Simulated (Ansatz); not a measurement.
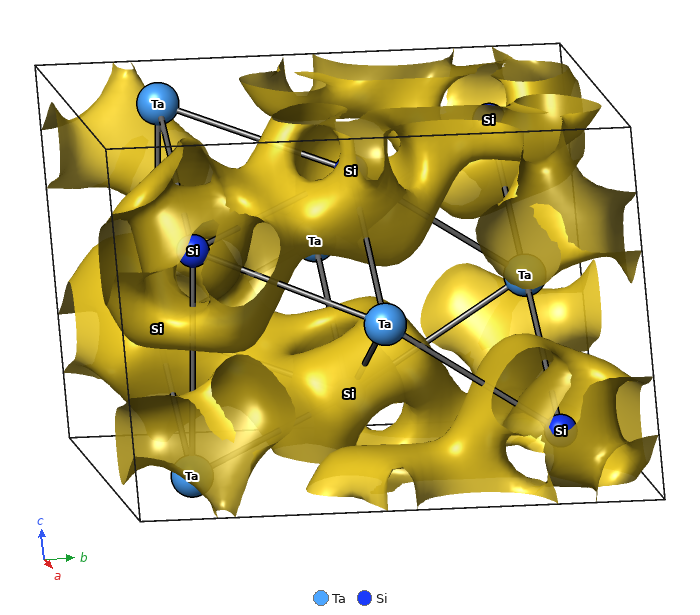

The picture shows: TaSi$_{2}$. Isosurface of the electron localisation function at 0.6 (yellow), seen slightly off an axis. Only the valence region is drawn (cores and ρ < 0.01 e/Å³ removed). Sticks mark near contacts.

Space group P2; changed on purpose from its base cell (strain -0.0300 x Voigt [0, 0, 0, 0, 0, 1], atoms carried along); computed without spin polarisation.

All numbers below come from DFT PBEsol, scalar-relativistic, plane waves, PAW (Ansatz 0.2.0).

Core electrons are frozen (PAW), and the valence fields are smoothed inside the atomic spheres.

Where are the electrons localised?

Answer. At this value the surface marks out channels that run through the cell in one direction, counted in one cell of 9 atoms. Regions shared between cells count once. Profiles from the grid: Si–Si (2.54 Å): the ELF peaks at about 0.75 between the atoms. Ta–Si (2.59 Å): the ELF peaks at about 0.75 in the valence shell of Si, 0.9 Å from its nucleus, and is about 0.40 at the midpoint.

Does the calculation make it a metal, or give it a gap?

Answer. It is metallic or semimetallic at this level of theory: no gap opens.
